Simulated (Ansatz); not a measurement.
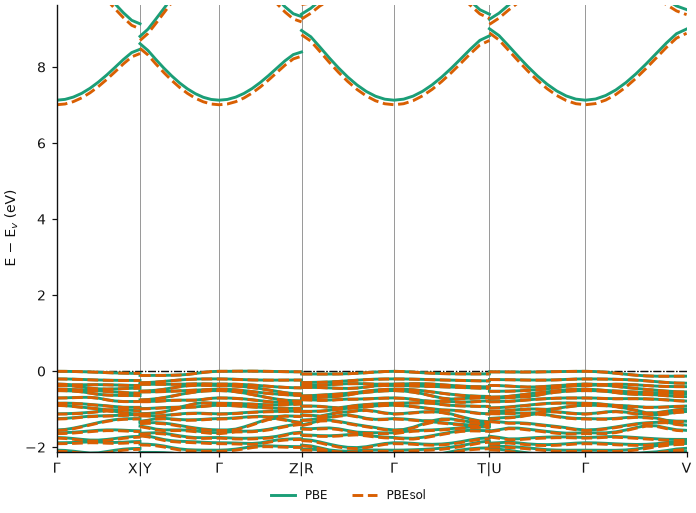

Band structures of LiF, space group P1 (No. 1), 12 atoms in the cell, by two methods on the same cell. Each is counted from its own valence-band top.

### How do the methods compare?

PBE gives a gap of 7.13 eV along the path and PBEsol gives a gap of 7.01 eV along the path. Over the top 3 filled bands the two differ by 0.00 eV on average.

Settings. PBE: DFT PBE, scalar-relativistic, plane waves, PAW, no spin polarisation, 6×6×6 k mesh, 420 eV cutoff, Gaussian smearing of 0.02 eV (Ansatz). PBEsol: DFT PBEsol, scalar-relativistic, plane waves, PAW, no spin polarisation, 6×6×6 k mesh, 420 eV cutoff, Gaussian smearing of 0.02 eV (Ansatz 0.2.0).

The structure is an invented one, so it need not be a known or stable phase.
